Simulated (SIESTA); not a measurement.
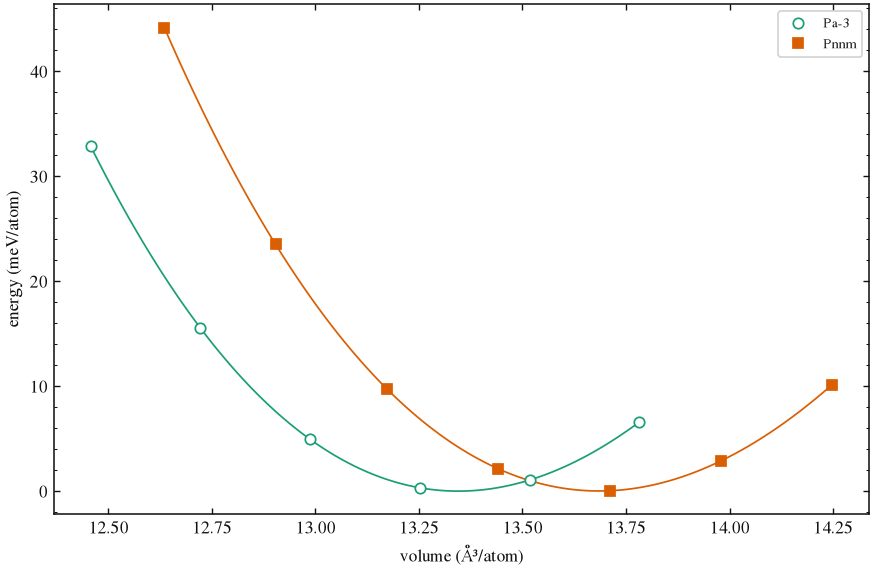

**Figure.** Energy against volume, with one curve for each structure, for FeS₂. Each energy curve has its own zero, so the curves don't rank the structures.

Settings that differ: Pa-3: k mesh 5×5×5; Pnnm: k mesh 4×4×6.

The fitted equilibrium volumes, smallest first, are Pa-3 13.345, Pnnm 13.685 Å³/atom. The fitted bulk moduli, smallest first, are Pnnm 151.2, Pa-3 156.5 GPa.

How it was computed, with SIESTA 5.4.2: DFT in numerical atomic orbitals with pseudopotentials, collinear spins; energies at scaled volumes of the given cell, shape and fractions fixed, counted from the fit's minimum, third-order Birch-Murnaghan fit. Level: PBE, collinear spin.

occupations Fermi–Dirac; smearing width 0.05 eV; potentials PseudoDojo 0.4 standard, converted to PSML, two zetas on semicore shells.

Keep in mind: mulliken charges of long orbitals (Pa-3); short basis over semicore shells; shape and atomic fractions are frozen while scaling, which makes layered, chain and framework solids too stiff.
